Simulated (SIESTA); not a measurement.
# A series of single points on FeS2

System: FeS2 (Pnnm, 6 atoms in the cell).
Method: Kohn-Sham DFT of a periodic cell, LDA, PseudoDojo 0.4 standard, converted to PSML, spin-polarised (SIESTA 5.4.2).

The 7 runs differ only in the geometry, by an even scaling of the cell at fixed fractional positions. The structure derives from an entry of the Crystallography Open Database.

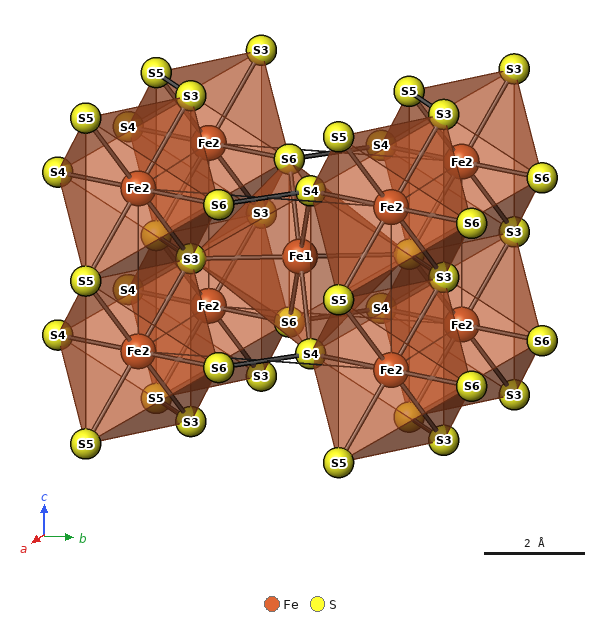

Figure 1. The structure of run 4 (polyhedral view of the cell of the calculation, seen slightly off an axis; polyhedra are completed across the faces of the cell; atoms are numbered from 1 in the order of the input). An atom can appear more than once, as a periodic image.

**Input of run 4**
```
SystemName                      Marcasite
SystemLabel                     FeS2
NumberOfSpecies                 2
NumberOfAtoms                   6
%block ChemicalSpeciesLabel
  1  26 Fe
  2  16 S
%endblock ChemicalSpeciesLabel

LatticeConstant                 1.0 Ang
%block LatticeVectors
     4.4400000000     0.0000000000     0.0000000000
     0.0000000000     5.3900000000     0.0000000000
     0.0000000000     0.0000000000     3.3700000000
%endblock LatticeVectors
AtomicCoordinatesFormat         Fractional
%block AtomicCoordinatesAndAtomicSpecies
     0.5000000000     0.5000000000     0.5000000000  1  Fe
     0.0000000000     0.0000000000     0.0000000000  1  Fe
     0.7030000000     0.1250000000     0.5000000000  2  S
     0.7970000000     0.6250000000     0.0000000000  2  S
     0.2970000000     0.8750000000     0.5000000000  2  S
     0.2030000000     0.3750000000     0.0000000000  2  S
%endblock AtomicCoordinatesAndAtomicSpecies

%block kgrid.MonkhorstPack
    4   0   0  0.0
    0   4   0  0.0
    0   0   6  0.0
%endblock kgrid.MonkhorstPack
XC.Functional                   LDA
XC.Authors                      PW92
PAO.BasisSize                   DZP
PAO.EnergyShift                 0.003 Ry
Mesh.Cutoff                     800 Ry
Spin                            polarized
%block DM.InitSpin
    1   3.000
    2   3.000
    3   0.000
    4   0.000
    5   0.000
    6   0.000
%endblock DM.InitSpin
OccupationFunction              FD
ElectronicTemperature           0.05 eV
MaxSCFIterations                200
SCF.MustConverge                false
SCF.Mixer.Method                Pulay
SCF.Mixer.Weight                0.1
SCF.Mixer.History               10
SCF.DM.Tolerance                5.0e-05
SCF.H.Tolerance                 1.0e-03 eV
WriteForces                     true
Charge.Mulliken                 end
%block PAO.Basis
  Fe 5
  n=3 0 2
    2.635 0.000
  n=4 0 2
    7.489 0.000
  n=3 1 2
    2.949 0.000
  n=4 1 1
    7.489
  n=3 2 2
    4.849 0.000
%endblock PAO.Basis
```

Command:
```bash
siesta FeS2.fdf > FeS2.out 2>&1
```

Run 5 differs from it as follows:
```diff
-     4.4400000000     0.0000000000     0.0000000000
-     0.0000000000     5.3900000000     0.0000000000
-     0.0000000000     0.0000000000     3.3700000000
+     4.4694048304     0.0000000000     0.0000000000
+     0.0000000000     5.4256964045     0.0000000000
+     0.0000000000     0.0000000000     3.3923185312
```

**Results, with one run withheld**

```tsv
run	volume per atom (Å³)	free energy per atom, from the lowest run given (meV)	pressure (GPa)	gap on the mesh (eV)
1	12.635	2.38	3.48	0.94
2	12.904	0.00	−0.57	0.88
3	13.173	4.07	−4.21	0.81
4	13.442	13.89	−7.41	0.76
5	13.710	?	?	?
6	13.979	48.25	−12.86	0.65
7	14.248	71.75	−15.10	0.60
```

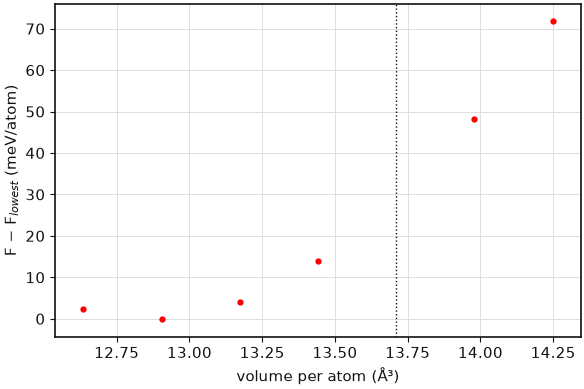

Figure 2. Free energy per atom of the runs given; the dotted line marks run 5.

Fit the runs given and predict run 5.

A cubic polynomial in V^(−2/3) (the Birch–Murnaghan form), fitted to the 6 runs given, misses them by at most 0.01 meV per atom. With x = V^(−2/3) − 0.17746 Å⁻², it reads F = 11.02 − 4718.6 x + 4.9739e+05 x² + 8.7931e+05 x³ (meV per atom). At run 5 it gives 28.77 meV per atom, and the run itself gives 28.78. The slope of the fit gives a pressure −dF/dV of −10.29 GPa there, and the run prints −10.29 GPa. The fit has its minimum at 12.864 Å³ per atom, where V d²F/dV² gives 187 GPa. Cell shape and fractional positions are held, so this is the stiffness under even scaling; the relaxed bulk modulus wasn't computed. The gap on the mesh goes, without turning, from 0.94 eV in run 1 to 0.60 eV in run 7; run 5 has 0.70 eV. These are gaps of this functional on this mesh, which can miss the band edges; they aren't the measured gap.

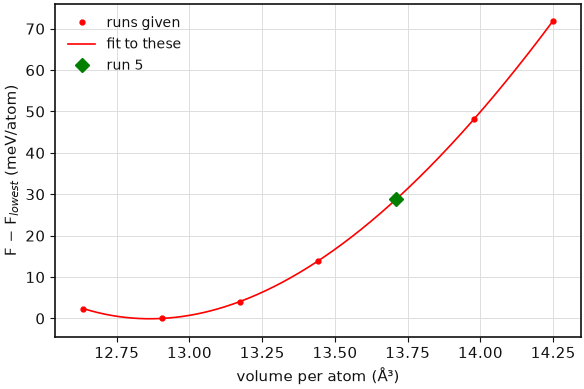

Figure 3. The fit and the withheld run.

**Some lines of the output (run 5)**
```
[...]
outcell: Cell volume (Ang**3)        :     82.2625
stepf: Fermi-Dirac step function
siesta: Etot    =     -8016.668868
siesta: FreeEng =     -8016.706814
        iscf     Eharris(eV)        E_KS(eV)     FreeEng(eV)     dDmax    Ef(eV) dHmax(eV)
siesta: E_KS(eV) =            -8022.6798
siesta: E_KS - E_eggbox =     -8022.6798
siesta: Etot    =     -8022.679809
siesta: FreeEng =     -8022.679921
siesta:         Fermi =      -4.920368
siesta: Cell volume =         82.262482 Ang**3
    Orbital volume contribution        =           4.108202 eV
```

Notes: Points of doubt noted for this run: mulliken charges of long orbitals. Semilocal DFT without U tends to delocalise the d electrons of such compounds and to underestimate the gap. With a small basis of atomic orbitals these values can differ much from converged plane-wave results.
